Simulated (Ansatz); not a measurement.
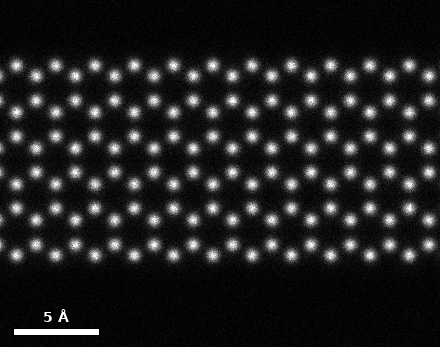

Cross-section of a slab, seen along a direction in its plane, the normal pointing up. Simulation: incoherent imaging, intensity Z^1.6 per atom, probe width 0.55 Å, thin sample. The probe carries 25 % of its weight in a tail 2.5 times as wide. Shot noise was added. Structure: coordinates from a relaxation in a fixed cell with DFT PBEsol, scalar-relativistic, plane waves, PAW (Ansatz 0.2.0). The model holds C.

How many atomic planes does the slab have, and what do they hold from top to bottom?

Answer. 12 planes (atoms within 0.35 Å in height count as one plane; some lie less than 0.7 Å apart in height):

```tsv
plane	content	depth below the top plane (Å)
1	C	0.0
2	C	0.6
3	C	2.1
4	C	2.8
5	C	4.2
6	C	4.9
7	C	6.3
8	C	7.1
9	C	8.5
10	C	9.2
11	C	10.7
12	C	11.3
```

How thick is it, and how does it end on either side?

Answer. The outermost planes are 11.3 Å apart. The upper face ends in C and the lower in C, so the sequence of planes is the same from both sides.

The model is a (010) slab of C (Fmmm).
